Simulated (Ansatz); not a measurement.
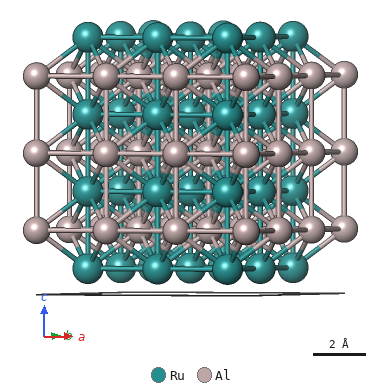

Starting structure of a slab of composition Al3Ru4 (cut from the Pm-3m phase). The picture is a ball-and-stick view of the 3 × 3 repeat of the cell, outlined in the plane, without the vacuum, seen from a free direction.

Case: clean slab, lower half held. The slab is the (1 0 0) face of AlRu. 3 atoms are held fixed.

Level of theory: DFT PBEsol, scalar-relativistic, plane waves, PAW (Ansatz).

Input
```yaml
crystal:
  lattice:
    - [2.9764078218, 0.0, 0.0]
    - [0.0, 2.9764078218, 0.0]
    - [0.0, 0.0, 25.9292234653]
  atoms:
    - { symbol: Ru, position: [0.5, 0.5, 0.3278154477] }
    - { symbol: Al, position: [0.0, 0.0, 0.3852102985] }
    - { symbol: Ru, position: [0.5, 0.5, 0.4426051492] }
    - { symbol: Al, position: [0.0, 0.0, 0.5] }
    - { symbol: Ru, position: [0.5, 0.5, 0.5573948508] }
    - { symbol: Al, position: [0.0, 0.0, 0.6147897015] }
    - { symbol: Ru, position: [0.5, 0.5, 0.6721845523] }
basis:
  ecutwfc: 420
kpoints:
  mp_grid: { grid: [10, 10, 1] }
hamiltonian:
  xc: pbesol
scf:
  occupations: { method: gaussian, width: 0.1 }
output:
  forces: true
  eigenvalues: true
  write_density: true
  write_potential: true
  elf: true
  volumetric_format: npy
relax:
  adjacent_minimum: "off"
  f_tol: 0.03
  max_steps: 70
  constraints: [{ sites: [0, 1, 2] }]
efield:
  axis: 3
  dipole_correction: true
  ramp_width: 0.04
```

Command:
```bash
ansatz run input.yaml --threads 2 --pin off --max-ram 5120MiB --backend cpu --events-out ev --progress --plain --runs-dir out
```

Q: Where does the constrained relaxation end?

A: After 3 geometry steps the energy has fallen by 36.9 meV per cell of the calculation. Largest force component: 0.67 eV/Å at the start, 0.0063 eV/Å at the end. The atom that moves furthest is Ru7 (0.14 Å along the normal (−c)). Largest moves by element: Ru 0.14 Å, Al 0.05 Å. The cell stays as it was. Some distances before and after: Ru5–Ru7 2.976 → 2.876 Å, Al6–Ru7 2.578 → 2.528 Å, Ru3–Ru5 2.976 → 2.939 Å, Al2–Al4 2.976 → 2.953 Å. Cost: 40 s on 2 threads of Intel(R) Xeon(R) Platinum 8375C CPU @ 2.90GHz (Ice Lake) (shared host), peak memory 0.58 GiB.

The end point in the same view:

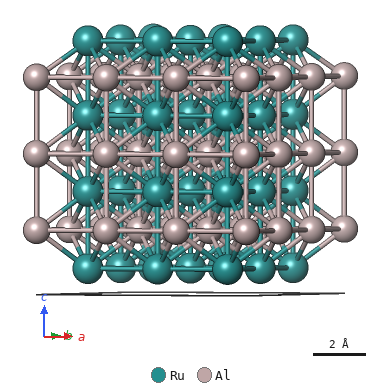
